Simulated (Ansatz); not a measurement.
Consider TiSi$_{2}$.

```yaml
crystal:
  lattice:
    - [4.78886, 0.00000, 0.00000]
    - [0.00000, 8.26336, 0.00000]
    - [0.00000, 0.00000, 8.55132]
  atoms:
    - { symbol: Ti, position: [0.75000, 0.25000, 0.25000] }
    - { symbol: Ti, position: [0.25000, 0.75000, 0.25000] }
    - { symbol: Ti, position: [0.25000, 0.25000, 0.75000] }
    - { symbol: Ti, position: [0.75000, 0.75000, 0.75000] }
    - { symbol: Ti, position: [0.50000, 0.00000, 0.00000] }
    - { symbol: Ti, position: [0.00000, 0.50000, 0.00000] }
    - { symbol: Ti, position: [0.00000, 0.00000, 0.50000] }
    - { symbol: Ti, position: [0.50000, 0.50000, 0.50000] }
    - { symbol: Si, position: [0.25000, 0.08300, 0.25000] }
    - { symbol: Si, position: [0.75000, 0.58300, 0.25000] }
    - { symbol: Si, position: [0.75000, 0.08300, 0.75000] }
    - { symbol: Si, position: [0.25000, 0.58300, 0.75000] }
    - { symbol: Si, position: [0.25000, 0.41700, 0.25000] }
    - { symbol: Si, position: [0.75000, 0.91700, 0.25000] }
    - { symbol: Si, position: [0.75000, 0.41700, 0.75000] }
    - { symbol: Si, position: [0.25000, 0.91700, 0.75000] }
    - { symbol: Si, position: [0.00000, 0.16700, 0.00000] }
    - { symbol: Si, position: [0.50000, 0.66700, 0.00000] }
    - { symbol: Si, position: [0.50000, 0.16700, 0.50000] }
    - { symbol: Si, position: [0.00000, 0.66700, 0.50000] }
    - { symbol: Si, position: [0.50000, 0.33300, 0.00000] }
    - { symbol: Si, position: [0.00000, 0.83300, 0.00000] }
    - { symbol: Si, position: [0.00000, 0.33300, 0.50000] }
    - { symbol: Si, position: [0.50000, 0.83300, 0.50000] }
```

Space group Fddd; computed pressure about −3 GPa in this cell; computed without spin polarisation.

These are results of DFT, PBEsol, PAW with Ansatz's default frozen-core files, scalar-relativistic in Ansatz, not measurements.

### What will maps of the valence pseudo-density and electron localisation function show?

Ti–Si (2.54 Å): ρ at the midpoint is about 0.33 e/Å³; the ELF peaks at about 0.75 in the valence shell of Si, 0.9 Å from its nucleus, and is about 0.40 at the midpoint.
Si–Si (2.55 Å): ρ is about 0.39 e/Å³ halfway; the ELF peaks at about 0.75 between the atoms.
Ti–Si (2.75 Å): ρ at the midpoint is about 0.25 e/Å³; the ELF peaks at about 0.75 in the valence shell of Si, 1.0 Å from its nucleus, and is about 0.40 at the midpoint.

### Does the calculation give a band gap?

It is gapless in this calculation (a metal or semimetal).

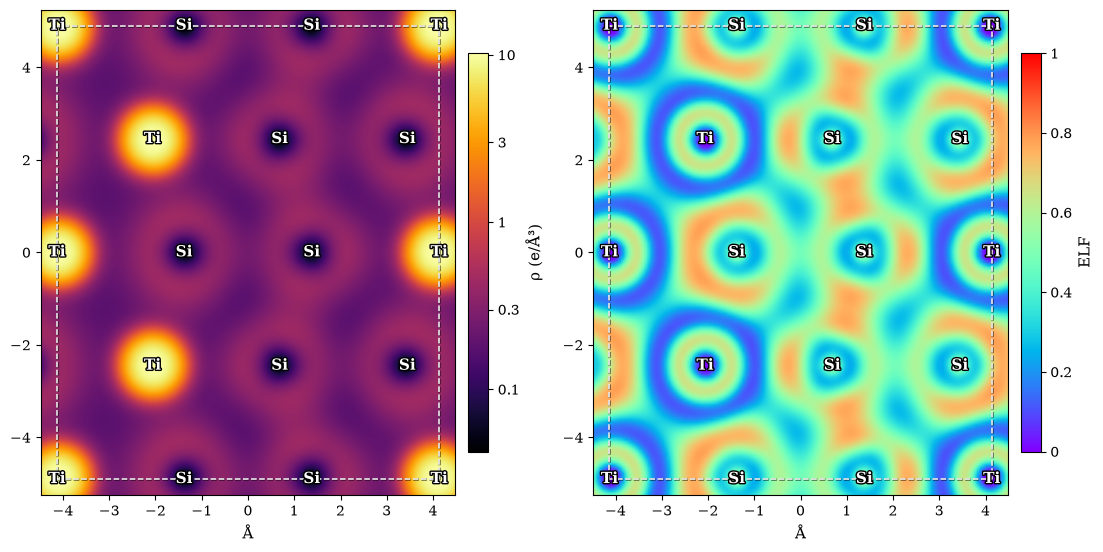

Computed valence pseudo-density and electron localisation function on the (101) plane of the conventional cell, in this order. 
